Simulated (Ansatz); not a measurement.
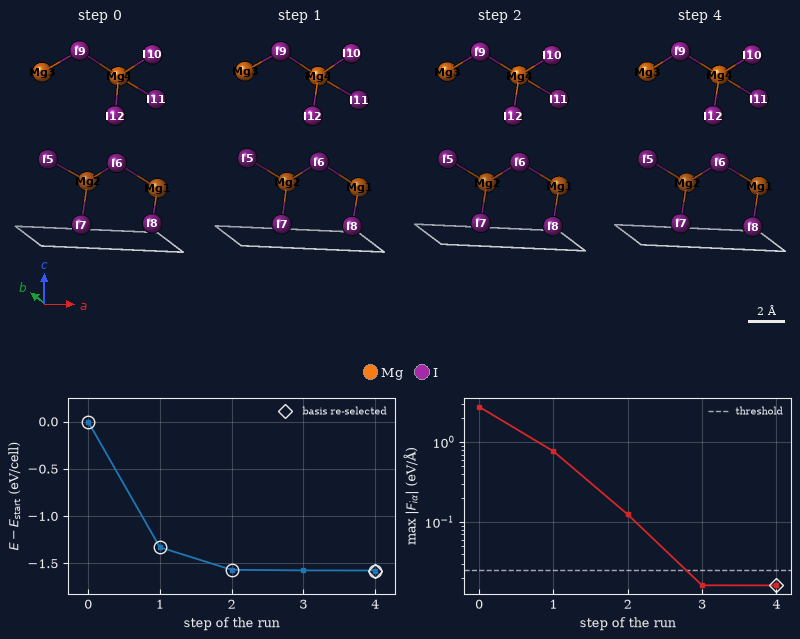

Frames of a relaxation of a free-standing layer of MgI2 (a generated structure, set up in P1) (coarse preliminary run), marked on the history of the run. A ball-and-stick model of the cell of the calculation, outlined in the plane, without the vacuum, seen slightly off an axis.

These are results of DFT PBE+D3(BJ), scalar-relativistic, plane waves, PAW in Ansatz 0.2.0, not measurements. Settings: plane-wave cutoff 420 eV; k-point mesh 4 × 4 × 1; occupations gaussian; smearing width 0.1 eV; no spin polarisation; cell and atoms relaxed; force threshold 0.025 eV/Å; at most 60 steps.

> Describe the path.

The energy falls by 1.575 eV per cell of the calculation in 3 accepted moves (4 points after the start). The largest force component goes from 2.8 to 0.016 eV/Å. At 1 point the geometry stayed and the basis and grid were re-selected for the new cell (energy shift of 1.1 meV per cell of the calculation at most each time). The atom that moves furthest relative to the cell and the layer's centre is Mg3 (0.34 Å within the plane). Largest moves by element: Mg 0.34 Å, I 0.30 Å. In the plane the drawn cell goes a 8.136 → 8.264 Å (+1.6 %), b 4.059 → 4.149 Å (+2.2 %). Some distances before and after: Mg1–I8 2.385 → 2.921 Å, Mg3–I12 3.345 → 2.911 Å, Mg3–I10 2.555 → 2.913 Å, Mg4–I12 2.609 → 2.917 Å. Bond angles that change, for instance: I5–Mg1–I8 162.5° → 179.9°, I5–Mg1–I8 76.9° → 89.4°, I5–Mg1–I8 101.0° → 89.5°. From step 0 to 1: I8 moves most (0.20 Å), energy −1.329 eV per cell of the calculation. From step 1 to 2: Mg3 moves most (0.17 Å), energy −0.239 eV per cell of the calculation. From step 2 to 4: I10 moves most (0.05 Å), energy −7.3 meV per cell of the calculation.

```json
{"step": "0", "E − E(0), meV/atom": "0.00", "largest force component, eV/Å": "2.7837", "note": ""}
{"step": "1", "E − E(0), meV/atom": "-110.76", "largest force component, eV/Å": "0.7705", "note": ""}
{"step": "2", "E − E(0), meV/atom": "-130.65", "largest force component, eV/Å": "0.1246", "note": ""}
{"step": "3", "E − E(0), meV/atom": "-131.16", "largest force component, eV/Å": "0.0161", "note": ""}
{"step": "4", "E − E(0), meV/atom": "-131.25", "largest force component, eV/Å": "0.0161", "note": "same geometry, new basis"}
```
